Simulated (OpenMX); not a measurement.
## TiC: 7 runs along one coordinate

System: TiC (Fm-3m, 2 atoms in the cell).
Method: Kohn-Sham DFT of a periodic cell, PBE, OpenMX 2013 PBE set, no spin polarisation (OpenMX 3.8.5).

The 7 runs differ only in the geometry, by an even scaling of the cell at fixed fractional positions. The structure derives from a Materials Project entry.

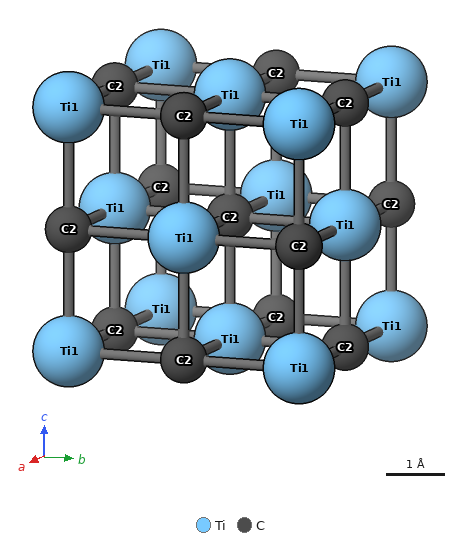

Figure 1. The structure of run 4 (ball-and-stick view of the cell 4 times as large as that of the calculation, set on its symmetry axes, seen slightly off an axis; atoms are numbered from 1 in the order of the input). An atom can appear more than once, as a periodic image.

## Input of run 4
```
System.CurrrentDirectory             ./
System.Name                          TiC
DATA.PATH                            ./DFT_DATA13
level.of.stdout                      1
level.of.fileout                     0
Species.Number                       2
<Definition.of.Atomic.Species
  Ti  Ti7.0-s3p2d2           Ti_PBE13
  C   C6.0-s2p2d1            C_PBE13
Definition.of.Atomic.Species>

Atoms.Number                         2
Atoms.SpeciesAndCoordinates.Unit     FRAC
<Atoms.SpeciesAndCoordinates
    1  Ti    0.0000000000    0.0000000000    0.0000000000   6.000  6.000
    2  C     0.5000000000    0.5000000000    0.5000000000   2.000  2.000
Atoms.SpeciesAndCoordinates>

Atoms.UnitVectors.Unit               Ang
<Atoms.UnitVectors
     0.0000000000    2.1657188437    2.1657188437
     2.1657188437    0.0000000000    2.1657188437
     2.1657188437    2.1657188437    0.0000000000
Atoms.UnitVectors>

scf.XcType                           GGA-PBE
scf.SpinPolarization                 off
scf.ElectronicTemperature            580.226
scf.energycutoff                     400.0
scf.maxIter                          100
scf.EigenvalueSolver                 band
scf.Kgrid                            11 11 11
scf.Mixing.Type                      rmm-diisk
scf.Init.Mixing.Weight               0.05
scf.Min.Mixing.Weight                0.001
scf.Max.Mixing.Weight                0.3
scf.Mixing.History                   25
scf.Mixing.StartPulay                8
scf.criterion                        1.0e-8
MD.Type                              nomd
```

Command:
```bash
openmx TiC.dat -nt 1 > TiC.std
```

Lattice vectors (Å) and fractional positions of run 4:
```
   0.000000    2.165719    2.165719
   2.165719    0.000000    2.165719
   2.165719    2.165719    0.000000
Ti  0.000000  0.000000  0.000000
C   0.500000  0.500000  0.500000
```

Run 5 has the same physical settings and fractional positions; its lattice vectors (Å) are:
```
   0.000000    2.180062    2.180062
   2.180062    0.000000    2.180062
   2.180062    2.180062    0.000000
```

## Results, with one run withheld

| run | volume per atom (Å³) | free energy per atom, from the lowest run given (meV) |
| --- | --- | --- |
| 1 | 9.548 | 31.61 |
| 2 | 9.752 | 13.51 |
| 3 | 9.955 | 3.14 |
| 4 | 10.158 | 0.00 |
| 5 | 10.361 | ? |
| 6 | 10.564 | 12.07 |
| 7 | 10.767 | 26.47 |

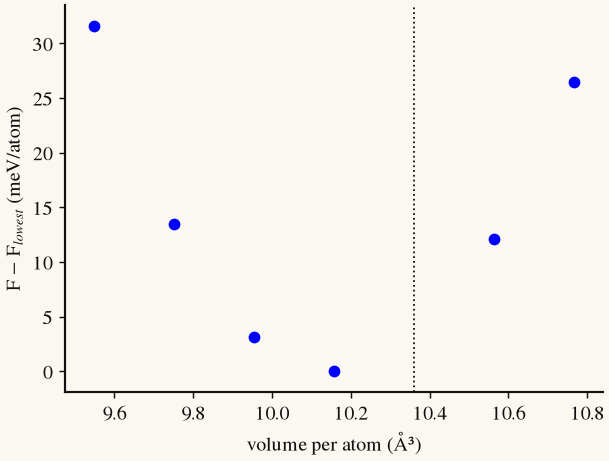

Figure 2. Free energy per atom of the runs given; the dotted line marks run 5.

Estimate the energy of run 5 from the others.

A cubic polynomial in V^(−2/3) (the Birch–Murnaghan form), fitted to the 6 runs given, misses them by at most 0.06 meV per atom. With x = V^(−2/3) − 0.21389 Å⁻², it reads F = 0.1148 + 528.89 x + 3.9659e+05 x² − 3.8091e+05 x³ (meV per atom). At run 5 it gives 3.09 meV per atom, and the run itself gives 3.17. The fit has its minimum at 10.157 Å³ per atom, where V d²F/dV² gives 253 GPa: the bulk modulus at this level, since symmetry fixes the shape and the positions.

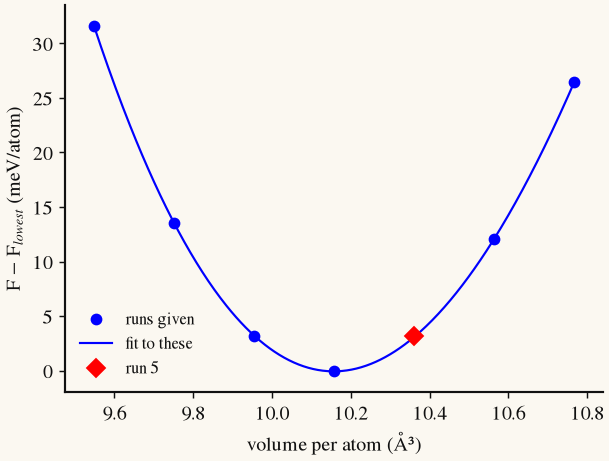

Figure 3. The fit and the withheld run.

## Some lines of the output (run 5)
```
[...]
  Cell_Volume =    139.840478279297 (Bohr^3)
        Total energy (Hartree) at MD = 1
   kloop=0
   kloop=1
   kloop=665
```

Notes: With a small basis of atomic orbitals these values can differ much from converged plane-wave results.
